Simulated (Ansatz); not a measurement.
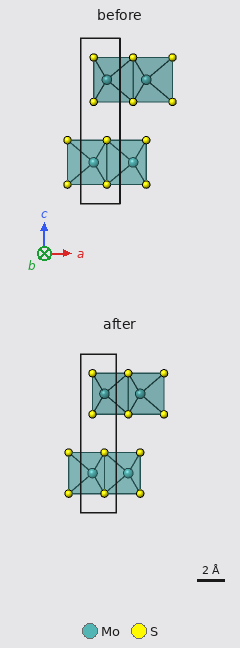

The structure of a crystal of MoS2 (built on the 2H (MoS2) bulk type) before (top) and after (bottom) a relaxation, at one scale.

Style: polyhedral. Shown: the cell of the calculation, repeated 2 × 1 × 1 with one cell outlined, along the b axis.

Theory: Ansatz, DFT, PBE-D3(BJ), plane waves, PAW. (plane-wave cutoff 420 eV; k-point mesh 12 × 12 × 2; occupations fermi dirac; smearing width 0.02 eV; no spin polarisation; cell and atoms relaxed; force threshold 0.005 eV/Å)

Q: Summarise the run.

A: After 5 accepted moves (6 points after the start) the energy has fallen by 2.920 eV per cell of the calculation. Largest force component: 2.8 eV/Å at the start, 0.00072 eV/Å at the end. The pressure goes from −23.45 to 0.02 GPa. At 1 point the geometry stayed and the basis and grid were re-selected for the new cell (energy shift of 2.5 meV per cell of the calculation at most each time). The largest moves relative to the cell, 0.058 Å, are those of S atoms. Mo stays in place. The drawn cell changes as follows: a = b 3.468 → 3.149 Å (−9.2 %), c 12.608 → 12.089 Å (−4.1 %); the volume changes by −20.9 %. Some distances before and after: Mo–S 2.622 → 2.399 Å. The space group stays P6_3/mmc (No. 194).
